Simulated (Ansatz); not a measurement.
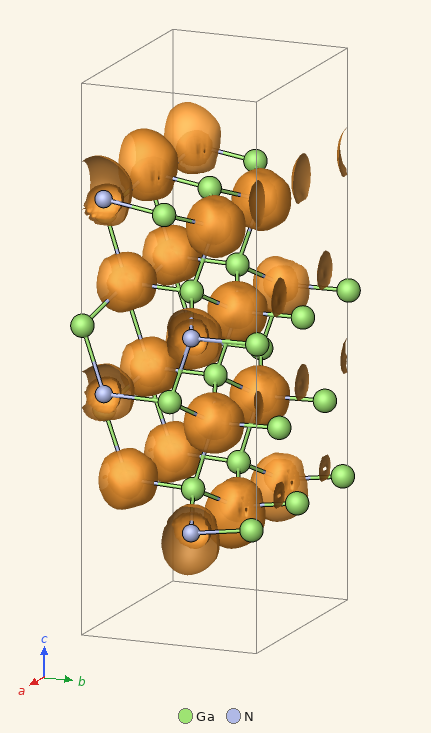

Figure 1: GaN (slab). Isosurface of the electron localisation function at 0.75 (orange), seen slightly off an axis. Only the valence region is drawn (cores and ρ < 0.01 e/Å³ removed). Sticks mark near contacts.

Theory: DFT PBEsol, scalar-relativistic, plane waves, PAW in Ansatz 0.2.0.

Core electrons are frozen (PAW), and the valence fields are smoothed inside the atomic spheres.

Q: What do the ELF domains correspond to?

A: At this value the surface marks out eight regions wrapped around N (the valence shell of each), counted in one cell of 16 atoms. Counts are for one cell; the picture repeats the cell along the surface.

Values along the shortest contacts:
Ga–N (1.81 Å): the ELF peaks at about 0.80 in the valence shell of N, 0.6 Å from its nucleus, and is about 0.55 at the midpoint. Ga–N (1.89 Å): the ELF peaks at about 0.85 in the valence shell of N, 0.6 Å from its nucleus, and is about 0.50 at the midpoint.
